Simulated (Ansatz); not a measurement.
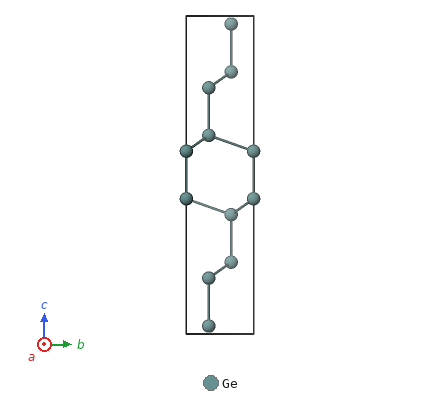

Ge (P-3m1, No. 164): the geometry relaxed with DFT PBE, scalar-relativistic, plane waves, PAW (Ansatz); the starting structure was generated, so it need not be a known form of this composition.

```
Ge
1.0
     4.06746    0.00000    0.00000
    -2.03373    3.52252    0.00000
     0.00000    0.00000   16.66581
Ge
10
Direct
  0.33333 0.66667 0.82427
  0.33333 0.66667 0.97490
  0.66667 0.33333 0.02510
  0.66667 0.33333 0.17573
  0.33333 0.66667 0.22579
  0.33333 0.66667 0.37526
  0.00000 0.00000 0.42519
  0.00000 0.00000 0.57481
  0.66667 0.33333 0.62474
  0.66667 0.33333 0.77421
```

Question: What will a Z-contrast image along [100] show? Simulation: incoherent imaging, intensity Z^1.7 per atom, probe width 0.68 Å, thin sample. The probe carries 15 % of its weight in a tail 2.5 times as wide. The display is stretched by a gamma of 0.8; percentages refer to the linear signal. Shot noise and the speckle of an amorphous layer were added.

Answer: The columns repeat on an oblique net of 3.52 × 16.67 Å with an angle of 90° (plane group p2). All columns are alike (Ge). The shortest distance between visible columns is 1.44 Å in projection. Along the beam the structure repeats every 4.07 Å.

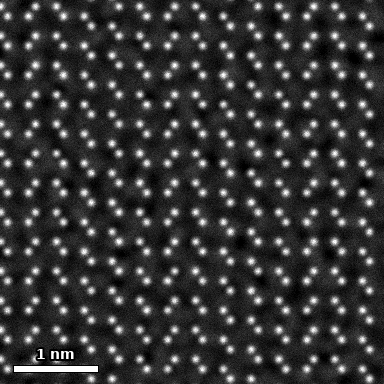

The simulated image.
